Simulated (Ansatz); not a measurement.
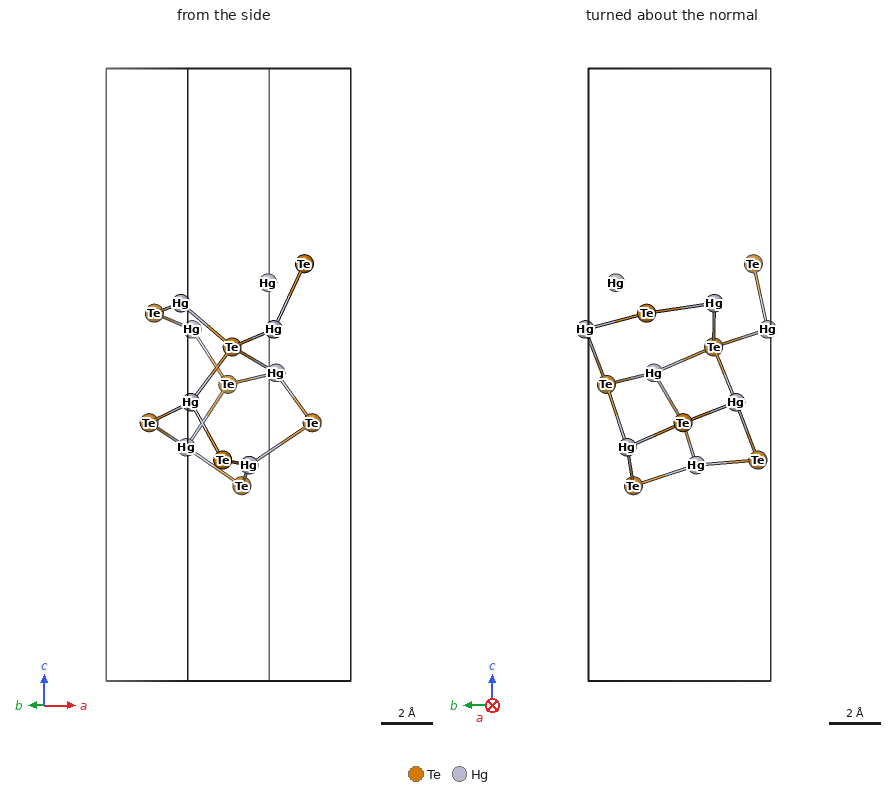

A ball-and-stick picture of a periodic slab, seen from the side and turned about the normal. The surface normal points up in side views; the box is the simulation cell.

The cell holds 7 Hg, 7 Te. The slab was cut from bulk HgTe (F-43m).

**How is each face terminated?**

The top face ends in Te, the bottom face in Te.

**What height do the atoms span?**

About 9 Å from the lowest to the highest atom, with about 16 Å of vacuum to the next image.

**Which (hkl) is this?**

(2 1 0).

All computed values are from DFT PBEsol, scalar-relativistic, plane waves, PAW (Ansatz 0.2.0). Settings: plane waves up to 420 eV, a 6×5×1 mesh of k-points, Gaussian smearing of 0.1 eV, no spin polarisation.

**How do the band edges align with the vacuum level on the upper side?**

The valence edge lies 3.63 eV below it (ionisation potential) and the conduction edge 3.32 eV (electron affinity). These are Kohn-Sham band edges, only estimates of the true removal and addition energies, and on cut faces they can belong to dangling-bond states in place of the bulk bands.

Its origin is a structure type filled with these elements by a generator (whether the compound takes this form wasn't checked); a slab was cut from it. The atoms were relaxed in a fixed cell with Ansatz, DFT PBEsol, scalar-relativistic, plane waves, PAW.
